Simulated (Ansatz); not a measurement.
# Geometry relaxation of Hf (part 2 of 2)

Hf (slab, 8 atoms in the cell); DFT PBEsol, scalar-relativistic, plane waves, PAW, no spin polarisation (Ansatz 0.2.0); cutoff 420 eV, 11×7×1 k-mesh, Gaussian smearing of 0.1 eV. It belongs to a series of runs on one base structure; here: (1 0 0) slab, atoms relaxed.

Output, continued
```
--- Forces (eV/Å), atoms counted from 1 ---
  atom   1  Hf     0.00000000     0.00000000    -0.00166092
  atom   2  Hf     0.00000000     0.00000000     0.00420986
  atom   3  Hf     0.00000000     0.00000000    -0.00837684
  atom   4  Hf     0.00000000     0.00000000     0.00841792
  atom   5  Hf     0.00000000     0.00000000    -0.00841580
  atom   6  Hf     0.00000000     0.00000000     0.00838005
  atom   7  Hf     0.00000000     0.00000000    -0.00421013
  atom   8  Hf     0.00000000     0.00000000     0.00165656
  max |Σ_I F_I| component: 6.97e-7 eV/Å
--- Band table (eV; the first three rows and the last of 24) ---
  k-point 0: bands = ["-54.9602", "-54.9602", "-54.5556", "-54.5498", "-54.5210", "-54.4892", "-54.3876", "-54.3807", "-23.8504", "-23.8400", "-23.8360", "-23.8350", "-23.6321", "-23.4711", "-23.4263", "-23.3545", "-23.3305", "-23.3288", "-23.1709", "-23.0998", "-23.0888", "-23.0732", "-23.0298", "-23.0251", "-22.9822", "-22.9608", "-22.9310", "-22.8504", "-22.8421", "-22.8042", "-22.7832", "-22.7556", "-4.9956", "-4.9956", "-4.9909", "-4.9909", "-4.9415", "-4.9415", "-4.9402", "-4.9402", "-4.9228", "-4.9228", "-4.9001", "-4.9001", "-4.8702", "-4.8702", "-4.5546", "-4.5544", "-4.5463", "-4.5459", "-4.5300", "-4.5295", "-4.5292", "-4.5288", "-4.5201", "-4.5192", "-4.5174", "-4.5107", "-4.5101", "-4.5099", "-4.5053", "-4.4991", "-4.4967", "-4.4907", "-4.4874", "-4.4864", "-4.4816", "-4.4732", "-4.4698", "-4.4697", "-4.4657", "-4.4649", "-4.4408", "-4.4396", "-4.3808", "-4.3807", "-4.3806", "-4.3790", "-4.3775", "-4.3729", "-4.3651", "-4.3649", "-4.3630", "-4.3629", "-4.3470", "-4.3462", "-4.3147", "-4.3139", "0.0870", "1.0242", "2.3315", "3.4276", "3.7632", "4.4257", "4.5984", "4.8397", "5.2066", "5.8985", "6.6719", "6.7253", "6.9193", "7.0889", "7.2826", "7.5309", "8.0787", "8.1370", "8.2490", "8.3926", "8.4473", "8.5182", "8.6465", "8.6481", "8.7238", "8.9503", "8.9906", "9.0695", "9.0879", "9.2817", "9.5756", "9.6331", "9.6549", "9.7620", "10.1067", "10.1568", "10.4452"]
  k-point 1: bands = ["-54.9598", "-54.9598", "-54.5546", "-54.5498", "-54.5195", "-54.4902", "-54.3886", "-54.3821", "-23.8679", "-23.8662", "-23.7915", "-23.7835", "-23.6121", "-23.5465", "-23.3919", "-23.3264", "-23.3240", "-23.3225", "-23.1675", "-23.1410", "-23.0831", "-23.0682", "-23.0294", "-23.0226", "-22.9846", "-22.9401", "-22.9293", "-22.8911", "-22.8255", "-22.8217", "-22.8112", "-22.7629", "-4.9955", "-4.9954", "-4.9910", "-4.9910", "-4.9415", "-4.9415", "-4.9403", "-4.9403", "-4.9230", "-4.9229", "-4.9001", "-4.9001", "-4.8703", "-4.8703", "-4.5551", "-4.5550", "-4.5461", "-4.5457", "-4.5304", "-4.5300", "-4.5287", "-4.5283", "-4.5193", "-4.5188", "-4.5161", "-4.5110", "-4.5103", "-4.5099", "-4.5046", "-4.5016", "-4.4959", "-4.4890", "-4.4883", "-4.4877", "-4.4791", "-4.4762", "-4.4708", "-4.4694", "-4.4690", "-4.4627", "-4.4408", "-4.4393", "-4.3827", "-4.3820", "-4.3800", "-4.3792", "-4.3754", "-4.3733", "-4.3656", "-4.3652", "-4.3617", "-4.3616", "-4.3466", "-4.3458", "-4.3148", "-4.3142", "0.2785", "1.1965", "2.4477", "3.3936", "3.6734", "4.4087", "4.5600", "4.7814", "5.4507", "5.7765", "6.4174", "6.6898", "6.7915", "7.0196", "7.3485", "7.5916", "8.1153", "8.2168", "8.2185", "8.2330", "8.2774", "8.4838", "8.5316", "8.6129", "8.6177", "8.7699", "8.8645", "8.9480", "8.9547", "9.1384", "9.3843", "9.7565", "9.8862", "10.3152", "10.3173", "10.3557", "10.6493"]
  k-point 2: bands = ["-54.9589", "-54.9589", "-54.5526", "-54.5498", "-54.5148", "-54.4934", "-54.3906", "-54.3856", "-23.8824", "-23.8792", "-23.7130", "-23.7086", "-23.5942", "-23.5474", "-23.4664", "-23.3083", "-23.3073", "-23.2531", "-23.1883", "-23.1680", "-23.0726", "-23.0603", "-23.0416", "-23.0326", "-22.9829", "-22.9438", "-22.9285", "-22.9268", "-22.8834", "-22.8347", "-22.8254", "-22.7824", "-4.9951", "-4.9951", "-4.9911", "-4.9911", "-4.9417", "-4.9417", "-4.9404", "-4.9404", "-4.9233", "-4.9233", "-4.9001", "-4.9001", "-4.8704", "-4.8704", "-4.5562", "-4.5562", "-4.5456", "-4.5454", "-4.5305", "-4.5303", "-4.5282", "-4.5278", "-4.5174", "-4.5173", "-4.5132", "-4.5115", "-4.5110", "-4.5091", "-4.5039", "-4.5038", "-4.4956", "-4.4917", "-4.4889", "-4.4845", "-4.4837", "-4.4763", "-4.4736", "-4.4728", "-4.4671", "-4.4621", "-4.4405", "-4.4388", "-4.3847", "-4.3838", "-4.3797", "-4.3792", "-4.3738", "-4.3735", "-4.3657", "-4.3646", "-4.3599", "-4.3598", "-4.3457", "-4.3451", "-4.3152", "-4.3147", "0.8251", "1.6902", "2.7873", "3.2897", "3.4187", "4.0631", "4.4041", "4.5469", "5.7480", "5.8975", "6.1782", "6.4518", "6.6694", "7.1602", "7.3943", "7.5656", "7.7705", "7.7969", "8.0094", "8.1505", "8.1929", "8.2063", "8.3629", "8.5996", "8.6174", "8.7701", "8.7923", "8.8276", "8.8426", "8.9785", "9.1526", "9.7927", "10.1364", "10.9153", "10.9933", "11.0522", "11.0931"]
  k-point 23: bands = ["-54.9374", "-54.9374", "-54.5265", "-54.5265", "-54.4881", "-54.4814", "-54.3711", "-54.3711", "-23.8515", "-23.8482", "-23.7986", "-23.7851", "-23.7638", "-23.7538", "-23.6008", "-23.5916", "-23.5239", "-23.4853", "-23.2954", "-23.2895", "-23.1855", "-23.1652", "-23.1268", "-23.1230", "-23.0715", "-23.0298", "-23.0033", "-22.9792", "-22.9496", "-22.9486", "-22.9285", "-22.8896", "-4.9918", "-4.9918", "-4.9894", "-4.9894", "-4.9613", "-4.9613", "-4.9330", "-4.9330", "-4.9116", "-4.9116", "-4.9005", "-4.9005", "-4.8687", "-4.8687", "-4.5577", "-4.5577", "-4.5414", "-4.5411", "-4.5343", "-4.5338", "-4.5261", "-4.5261", "-4.5165", "-4.5161", "-4.5156", "-4.5138", "-4.5066", "-4.5057", "-4.5014", "-4.5009", "-4.4973", "-4.4924", "-4.4840", "-4.4831", "-4.4799", "-4.4785", "-4.4689", "-4.4688", "-4.4673", "-4.4673", "-4.4406", "-4.4401", "-4.3888", "-4.3883", "-4.3803", "-4.3786", "-4.3778", "-4.3770", "-4.3744", "-4.3728", "-4.3543", "-4.3542", "-4.3498", "-4.3494", "-4.3172", "-4.3171", "3.7670", "3.8194", "4.0774", "4.1161", "4.4302", "4.4544", "4.6801", "4.9091", "6.0594", "6.1511", "6.2666", "6.3425", "6.4317", "6.4652", "6.7047", "6.9608", "7.3035", "7.3820", "7.6139", "7.8710", "8.0652", "8.1287", "8.3593", "8.3966", "9.1470", "9.3200", "9.4091", "9.5448", "9.5719", "9.8846", "10.2942", "10.4448", "10.6899", "10.8620", "10.9108", "11.0151", "12.7465"]
--- Relaxed structure (4 steps of the walk, 4 accepted, 0 SCFs on fresh bases) ---
  F+E_penalty+E_count = -124780.20584073 eV   max|allowed force component| = 8.418e-3 eV/Å
  atoms:
    - { symbol: Hf, position: [0.0, 0.25, 0.3149638430929042] }
    - { symbol: Hf, position: [0.5, 0.75, 0.3509660117208217] }
    - { symbol: Hf, position: [0.5, 0.25, 0.4233828771021627] }
    - { symbol: Hf, position: [0.0, 0.75, 0.4629087722433091] }
    - { symbol: Hf, position: [0.0, 0.25, 0.5370912185953531] }
    - { symbol: Hf, position: [0.5, 0.75, 0.5766171105725163] }
    - { symbol: Hf, position: [0.5, 0.25, 0.6490339908892623] }
    - { symbol: Hf, position: [0.0, 0.75, 0.6850361757836709] }
```

Trajectory as extended XYZ (Å, eV, eV/Å), 4 frames, from step=1 to step=4
```
8
Lattice="3.1602 0.0000 0.0000 0.0000 4.9962 0.0000 0.0000 0.0000 24.1228" Properties=species:S:1:pos:R:3:forces:R:3 step=1 energy=-124780.15179
Hf    0.0000    1.2491    7.5000    0.0000   0.0000   0.4123
Hf    1.5801    3.7472    8.4123    0.0000   0.0000   0.0582
Hf    1.5801    1.2491   10.2368    0.0000   0.0000  -0.3293
Hf    0.0000    3.7472   11.1491    0.0000   0.0000   0.0482
Hf    0.0000    1.2491   12.9737    0.0000   0.0000  -0.0482
Hf    1.5801    3.7472   13.8860    0.0000   0.0000   0.3293
Hf    1.5801    1.2491   15.7105    0.0000   0.0000  -0.0582
Hf    0.0000    3.7472   16.6228    0.0000   0.0000  -0.4123
8
Lattice="3.1602 0.0000 0.0000 0.0000 4.9962 0.0000 0.0000 0.0000 24.1228" Properties=species:S:1:pos:R:3:forces:R:3 step=2 energy=-124780.16796
Hf    0.0000    1.2491    7.6933    0.0000   0.0000  -0.4198
Hf    1.5801    3.7472    8.4949    0.0000   0.0000   0.1025
Hf    1.5801    1.2491   10.2281    0.0000   0.0000   0.1621
Hf    0.0000    3.7472   11.1849    0.0000   0.0000  -0.2064
Hf    0.0000    1.2491   12.9379    0.0000   0.0000   0.2064
Hf    1.5801    3.7472   13.8947    0.0000   0.0000  -0.1621
Hf    1.5801    1.2491   15.6279    0.0000   0.0000  -0.1025
Hf    0.0000    3.7472   16.4295    0.0000   0.0000   0.4198
8
Lattice="3.1602 0.0000 0.0000 0.0000 4.9962 0.0000 0.0000 0.0000 24.1228" Properties=species:S:1:pos:R:3:forces:R:3 step=3 energy=-124780.20556
Hf    0.0000    1.2491    7.6004    0.0000   0.0000   0.0015
Hf    1.5801    3.7472    8.4672    0.0000   0.0000  -0.0078
Hf    1.5801    1.2491   10.2166    0.0000   0.0000  -0.0143
Hf    0.0000    3.7472   11.1626    0.0000   0.0000   0.0378
Hf    0.0000    1.2491   12.9602    0.0000   0.0000  -0.0378
Hf    1.5801    3.7472   13.9062    0.0000   0.0000   0.0143
Hf    1.5801    1.2491   15.6556    0.0000   0.0000   0.0078
Hf    0.0000    3.7472   16.5224    0.0000   0.0000  -0.0014
8
Lattice="3.1602 0.0000 0.0000 0.0000 4.9962 0.0000 0.0000 0.0000 24.1228" Properties=species:S:1:pos:R:3:forces:R:3 step=4 energy=-124780.20584
Hf    0.0000    1.2491    7.5978    0.0000   0.0000  -0.0017
Hf    1.5801    3.7472    8.4663    0.0000   0.0000   0.0042
Hf    1.5801    1.2491   10.2132    0.0000   0.0000  -0.0084
Hf    0.0000    3.7472   11.1667    0.0000   0.0000   0.0084
Hf    0.0000    1.2491   12.9561    0.0000   0.0000  -0.0084
Hf    1.5801    3.7472   13.9096    0.0000   0.0000   0.0084
Hf    1.5801    1.2491   15.6565    0.0000   0.0000  -0.0042
Hf    0.0000    3.7472   16.5250    0.0000   0.0000   0.0017
```

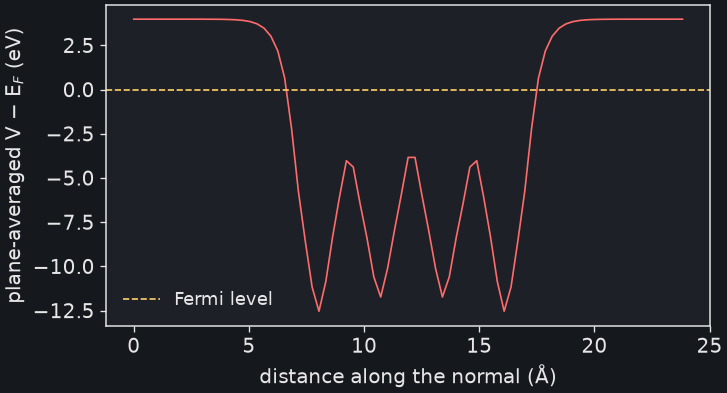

Fig. 1: Plane average of the electrostatic potential energy of an electron across the cell, from the Fermi level. The vacuum level lies 3.98 eV above the Fermi level.

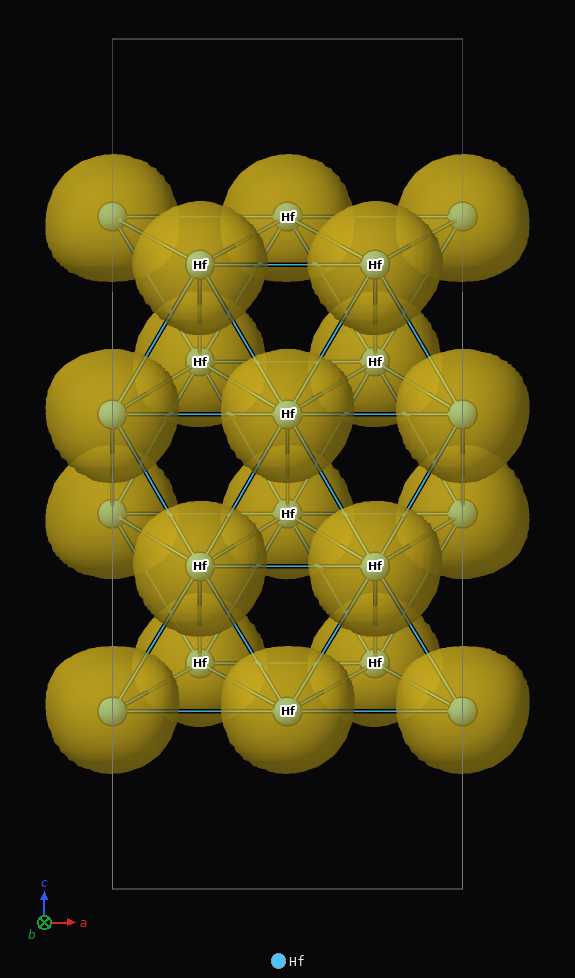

Fig. 2: Isosurface of the valence charge density (pseudo) at 0.3 e/Å³ (yellow), seen along the b axis. Sticks mark near contacts. At this value the density breaks into separate islands; it holds about 90 % of the electrons treated as valence (semicore included). It is pinched off along the Hf–Hf (3.05 Å), Hf–Hf (3.11 Å) and Hf–Hf (3.16 Å) contacts. On the grid the lowest density along these lines, outside the cores, is 0.22 e/Å³ (Hf–Hf, 3.05 Å), 0.19 e/Å³ (Hf–Hf, 3.11 Å) and 0.21 e/Å³ (Hf–Hf, 3.16 Å). In a PAW calculation such maps are meaningful between the atoms, not at the nuclei.

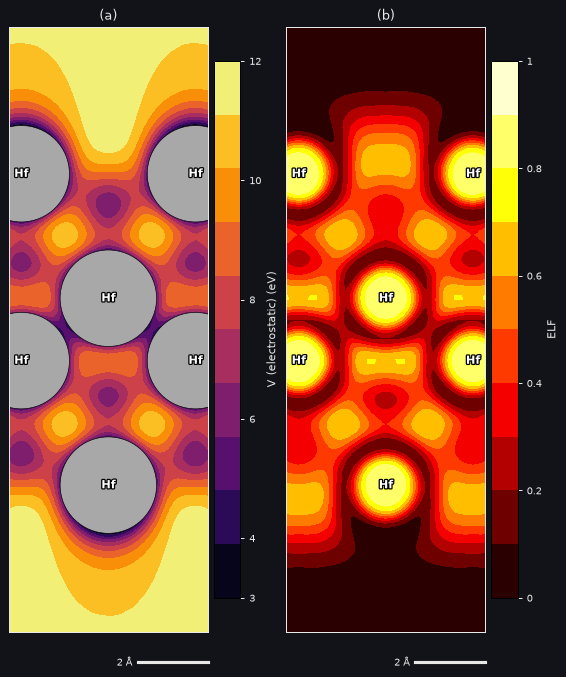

Fig. 3: (a) electrostatic potential energy of an electron; (b) electron localisation function on the (100) plane of the calculation cell, a cut from vacuum to vacuum. Grey discs, where drawn, cover atomic cores. Atoms in the plane: Hf. Hf–Hf (3.07 Å): the ELF is about 0.20 at the midpoint; no shared electron pair. The strong features right at Hf lie inside the PAW spheres (semicore, d or f shells) and say nothing about bonding.

This output came from the following input.

Input
```yaml
crystal:
  lattice:
    - [3.1602335628, 0.0, 0.0]
    - [0.0, 4.9962247069, 0.0]
    - [0.0, 0.0, 24.122808491]
  atoms:
    - { symbol: Hf, position: [0.0, 0.25, 0.3109090719] }
    - { symbol: Hf, position: [0.5, 0.75, 0.3487272575] }
    - { symbol: Hf, position: [0.5, 0.25, 0.4243636288] }
    - { symbol: Hf, position: [0.0, 0.75, 0.4621818144] }
    - { symbol: Hf, position: [0.0, 0.25, 0.5378181856] }
    - { symbol: Hf, position: [0.5, 0.75, 0.5756363712] }
    - { symbol: Hf, position: [0.5, 0.25, 0.6512727425] }
    - { symbol: Hf, position: [0.0, 0.75, 0.6890909281] }
basis:
  ecutwfc: 420
kpoints:
  mp_grid: { grid: [11, 7, 1] }
hamiltonian:
  xc: pbesol
scf:
  occupations: { method: gaussian, width: 0.1 }
output:
  forces: true
  eigenvalues: true
  write_density: true
  write_potential: true
  elf: true
  volumetric_format: npy
relax:
  adjacent_minimum: "off"
  f_tol: 0.02
  max_steps: 60
efield:
  axis: 3
  dipole_correction: true
  ramp_width: 0.04
```

Run as:
```bash
ansatz run input.yaml --threads 2 --pin off --max-ram 5632MiB --backend cpu --events-out ev --progress --plain --runs-dir out
```

Results in brief

- outcome: converged
- electrons treated: 208
- free energy: −124780.2058 eV
- work function, top face: 3.98 eV
- work function, bottom face: 3.98 eV
- Fermi energy: 7.237 eV
- gap on the k-point mesh: none (metallic)
- final volume: 380.88 Å³
- work function (upper face): 3.98 eV
- largest force (length of the vector) at the end: 0.008 eV/Å
- hardware: 2 threads of Arm Neoverse V2, 24 GiB of memory available, shared host
- wall time: 5.5 min (CPU time 11 min)
- peak memory: 1.3 GiB

Remarks

Warnings of the run: the exchange-correlation potential is rough where the density is thin. Spin–orbit coupling is left out, which matters for Hf.
